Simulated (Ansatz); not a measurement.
A series of calculations on Si31C33

Part 1: Relaxation

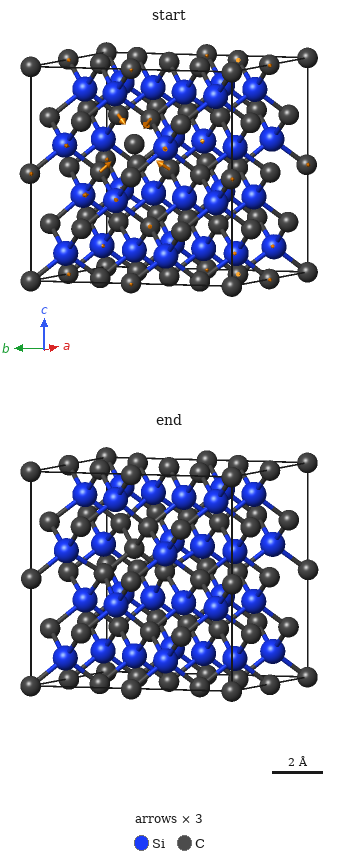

The structure of a defect cell of composition Si$_{31}$C$_{33}$ (cell charge +2) before (top) and after (bottom) a relaxation, at one scale. The orange arrows give the displacements, 3 times their true length.

A ball-and-stick model of the cell of the calculation (origin shifted), seen from a free direction.

All numbers below come from Ansatz, DFT, PBEsol, PAW, plane waves. Set-up: plane-wave cutoff 420 eV; k-point mesh 1 × 1 × 1; mesh shifted by (0.25, 0.25, 0.25); collinear spin; atoms relaxed in a fixed cell; force threshold 0.03 eV/Å; at most 80 steps.

Summarise the run.

Answer. The largest moves, 0.23 Å, are those of C atoms. By element the largest moves are C 0.23 Å, Si 0.09 Å. The cell doesn't change. Near-neighbour distances that change, for instance: C–C 1.890 → 1.641 Å, C–C 1.895 → 1.666 Å, C–C 1.859 → 1.666 Å, C–Si 1.822 → 1.934 Å. Bond angles that change, for instance: Si–C–Si 110.7° → 103.5°, Si–C–Si 110.6° → 103.8°, C–Si–C 108.1° → 114.8°. The energy falls by 2.319 eV per cell of the calculation in 5 geometry steps. Largest force component: 2.3 eV/Å at the start, 0.0057 eV/Å at the end.

Limits of the set-up: the cell is charged, on a uniform background, and energies carry no finite-size correction.

Part 2: Relaxation

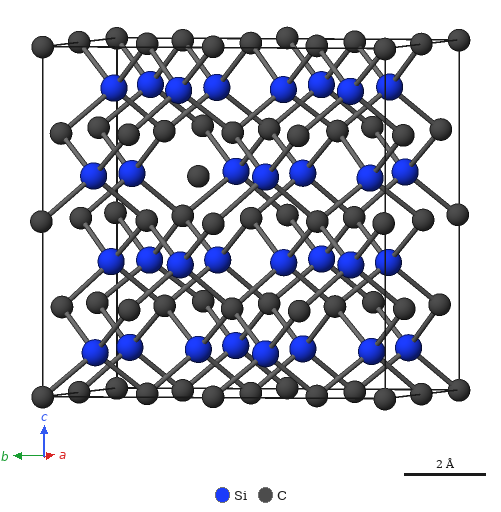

A defect cell of composition Si$_{31}$C$_{33}$ (cell charge −2), before the relaxation. The picture is a ball-and-stick view of the cell of the calculation (origin shifted), seen from a free direction.

Method: DFT, PBEsol, PAW, plane waves (Ansatz 0.2.0).

Set-up: plane-wave cutoff 420 eV; k-point mesh 1 × 1 × 1; mesh shifted by (0.25, 0.25, 0.25); collinear spin; atoms relaxed in a fixed cell; force threshold 0.03 eV/Å; at most 80 steps.

```
CELL_PARAMETERS angstrom
8.71371 0.00000 0.00000
0.00000 8.71371 0.00000
0.00000 0.00000 8.71371
ATOMIC_POSITIONS crystal
Si 0.00299 0.99575 0.99851
Si 0.00208 0.00547 0.50050
Si 0.00047 0.50016 0.00197
Si 0.00360 0.49979 0.49970
Si 0.50324 0.99552 0.00042
Si 0.50031 0.99925 0.49569
Si 0.50009 0.50098 0.00366
Si 0.25170 0.25082 0.99872
Si 0.24877 0.25024 0.50376
Si 0.25237 0.74882 0.99906
Si 0.25001 0.75285 0.50402
Si 0.74850 0.24943 0.00041
Si 0.75189 0.25038 0.50206
Si 0.74993 0.75533 0.00193
Si 0.74954 0.74912 0.49844
Si 0.24964 0.00136 0.25413
Si 0.25184 0.00288 0.74975
Si 0.24847 0.49934 0.25154
Si 0.25364 0.50525 0.74994
Si 0.74735 0.99918 0.24846
Si 0.75307 0.99686 0.74954
Si 0.74669 0.49782 0.25297
Si 0.74704 0.50057 0.74577
Si 0.99851 0.24868 0.25077
Si 0.00156 0.25020 0.74870
Si 0.99667 0.75097 0.24492
Si 0.99617 0.74843 0.74664
Si 0.50117 0.25184 0.25276
Si 0.49792 0.25214 0.74724
Si 0.49476 0.75461 0.25319
Si 0.50246 0.74802 0.74874
C 0.49964 0.50074 0.49818
C 0.12165 0.12431 0.12471
C 0.12461 0.12764 0.62507
C 0.12339 0.62187 0.12499
C 0.12487 0.62378 0.62587
C 0.62101 0.12807 0.12520
C 0.62580 0.12180 0.62649
C 0.62349 0.62639 0.12424
C 0.62361 0.62711 0.62356
C 0.38000 0.37645 0.12379
C 0.37822 0.37421 0.62686
C 0.37584 0.87255 0.12593
C 0.37383 0.87488 0.62178
C 0.87645 0.37573 0.12581
C 0.87540 0.37561 0.62442
C 0.87377 0.87704 0.12546
C 0.87406 0.87342 0.62580
C 0.37533 0.12634 0.37421
C 0.37462 0.12764 0.87579
C 0.37900 0.62568 0.37420
C 0.37704 0.62403 0.87919
C 0.87506 0.12703 0.37365
C 0.86876 0.12400 0.87537
C 0.87300 0.62735 0.37504
C 0.87110 0.62698 0.87666
C 0.12330 0.37563 0.37256
C 0.12710 0.37707 0.87813
C 0.12322 0.87808 0.37620
C 0.12543 0.87481 0.87464
C 0.62623 0.37428 0.37598
C 0.62402 0.37445 0.87644
C 0.62294 0.87088 0.37372
C 0.62612 0.87685 0.87624
```

Predict the outcome.

Answer. Over 4 geometry steps the energy falls by 2.193 eV per cell of the calculation. The largest force component goes from 2.3 to 0.0093 eV/Å. The largest moves, 0.23 Å, are those of C42 and C61. C61 goes along [−1 1 1]. By element the largest moves are C 0.23 Å, Si 0.08 Å. The cell doesn't change. Near-neighbour distances that change, for instance: C32–C42 1.895 → 1.652 Å, C32–C40 1.890 → 1.673 Å, C32–C51 1.859 → 1.668 Å, Si29–C42 1.822 → 1.923 Å. Among the angles between lasting bonds that change: C53–Si13–C61 108.1° → 114.8°, Si19–C42–Si29 110.6° → 104.0°, Si13–C61–Si22 109.9° → 103.9°. The program noted that the starting moments weren't kept.

Step by step:

| step | E − E(0), meV/atom | largest force component, eV/Å |
| --- | --- | --- |
| 0 | 0.00 | 2.2823 |
| 1 | -23.75 | 1.4220 |
| 2 | -33.91 | 0.2200 |
| 3 | -34.23 | 0.0529 |
| 4 | -34.26 | 0.0093 |

The end point in the same view:

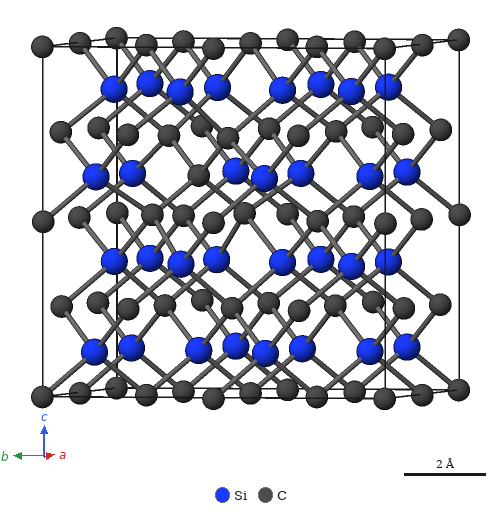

Limits of the set-up: the cell is charged, on a uniform background, and energies carry no finite-size correction.

Part 3: Defect

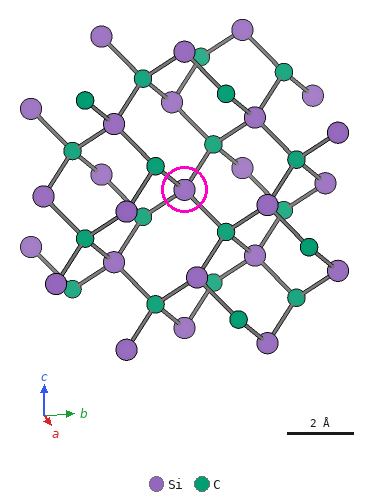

Perfect SiC. The picture is a ball-and-stick view of the atoms within 5.4 Å of one point, in a slice 5.0 Å thick across the line of sight, seen slightly off an axis.

These are results of Ansatz 0.2.0, DFT, PBEsol, PAW, plane waves, not measurements. Set-up: plane-wave cutoff 420 eV; k-point mesh 1 × 1 × 1; mesh shifted by (0.25, 0.25, 0.25); collinear spin. Fermi-Dirac smearing of 0.01 eV. A uniform background neutralises the charged cell. The axes drawn are those of the host's conventional cell.

A silicon atom is replaced by carbon at the ringed place, in charge state +2. The supercell has 64 sites, and the atoms are relaxed at the host's cell.

Question: How do the neighbours respond?

Answer: In the host the Si atom has 4 C at 1.89 Å; the C atom ends with 4 C at 1.64 to 1.67 Å. Of the host's atoms, a carbon atom moves furthest from its site, by 0.24 Å. The cell's net moment is 1.96 μB.

The relaxed defect, seen from the same direction:

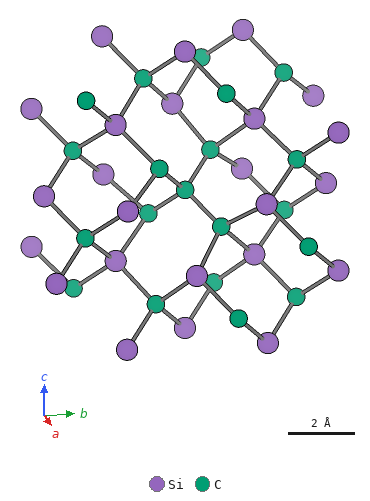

Limits of the set-up: the cell is charged, on a uniform background, and energies carry no finite-size correction.
